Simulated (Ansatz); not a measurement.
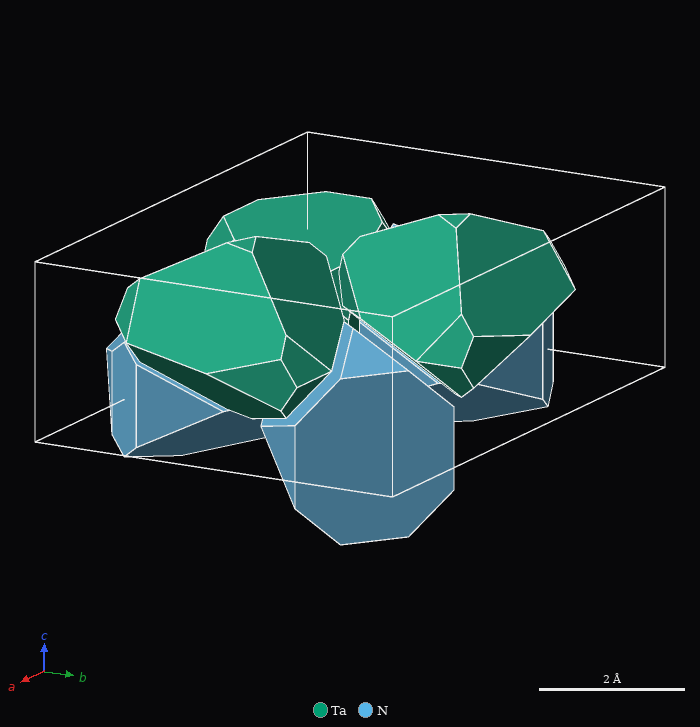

Computed Voronoi cells of the atoms in the unit cell of TaN (space group P-62m (No. 189), a = 5.183 Å, b = 5.183 Å, c = 2.903 Å, α = 90.00°, β = 90.00°, γ = 120.00°), coloured by the element inside, shrunk a little to part them. Origin: the geometry relaxed at a target pressure of 3 GPa with Ansatz 0.2.0, DFT r2SCAN, scalar-relativistic, plane waves, PAW.

```tsv
site	Wyckoff	x	y	z
Ta1	2d	0.3333	0.6667	0.5000
Ta2	1a	0.0000	0.0000	0.0000
N	3f	0.3928	0.0000	0.0000
```

Rank the elements by the mean volume of their Voronoi cells.

Answer. Ta: 11.8 Å³ per atom, 53 % of the volume; N: 10.7 Å³ per atom, 47 % of the volume. The partition uses no radii, so it reflects positions alone and not ionic sizes.
